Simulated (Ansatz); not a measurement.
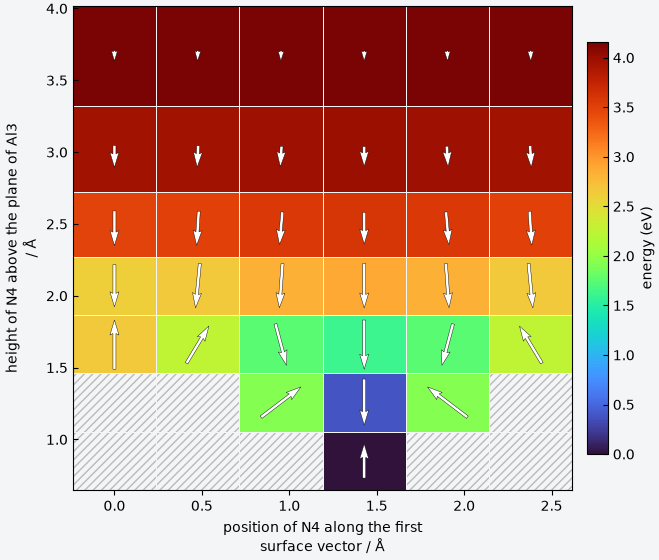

Energy landscape of N on an Al(111) slab cut from the Fm-3m phase, its upper half relaxed before the scan (3 atoms of substrate and one adsorbate in a 1 × 1 cell). N is moved along a line over the surface and along the normal, above a rigid substrate. The first coordinate is: position of N4 along the first surface vector, from above Al3; the second: height of N4 above the plane of Al3. The scan uses a 6 × 7 grid; 23 points were computed and 11 follow by symmetry. At 8 points there is no value (left out of the scan, as a rule where atoms come close). Points are written as (first, second). Energies: eV, counted from the lowest grid point. Energies and slopes of some neighbouring points disagree (a jump in structure or state, or too coarse a mesh). All numbers below come from DFT PBE, scalar-relativistic, plane waves, PAW in Ansatz. Settings: cutoff 420 eV, k-mesh 9×9×1, gaussian smearing 0.1 eV, spin-polarised.

Drawn: one coloured cell a grid point, arrows along the force (downhill), their lengths compressed, hatched blanks where no value was computed. 

### Where are the lowest and the highest points?

The lowest grid point is at (1.43 Å, 0.85 Å) [nearest 2 Al at 1.66 Å]. It lies on the edge of the grid, but the force there points inwards, so the minimum lies inside the range. The highest grid point, (1.43 Å, 3.67 Å) [nearest 2 Al at 3.94 Å], lies 4.16 eV above the lowest.

The input of one point:

```yaml
crystal:
  lattice:
    - [2.8567582919, 0.0, 0.0]
    - [-1.428379146, 2.4740252533, 0.0]
    - [0.0, 0.0, 21.6013781961]
  atoms:
    - { symbol: Al, position: [0.6666666667, 0.3333333333, 0.1851733701] }
    - { symbol: Al, position: [0.3333333333, 0.6666666667, 0.2916813827] }
    - { symbol: Al, position: [0.0, 0.0, 0.3981865471] }
    - { symbol: "N", position: [0.5, 0.0, 0.4375358882], spin: 3.0 }
basis:
  ecutwfc: 420
kpoints:
  mp_grid: { grid: [9, 9, 1] }
hamiltonian:
  xc: pbe
  pseudopotentials: { kind: paw, azcp: { folder: soft_1 } }
scf:
  occupations: { method: gaussian, width: 0.1 }
output:
  forces: true
  eigenvalues: true
  populations: true
magnetization:
  spin_polarized: true
efield:
  axis: 3
  dipole_correction: true
  ramp_width: 0.04
```

Time for the 23 points that were run: 10 min on 1 thread of Intel(R) Xeon(R) Platinum 8259CL CPU @ 2.50GHz (Skylake/Cascade Lake), with other jobs on the host.
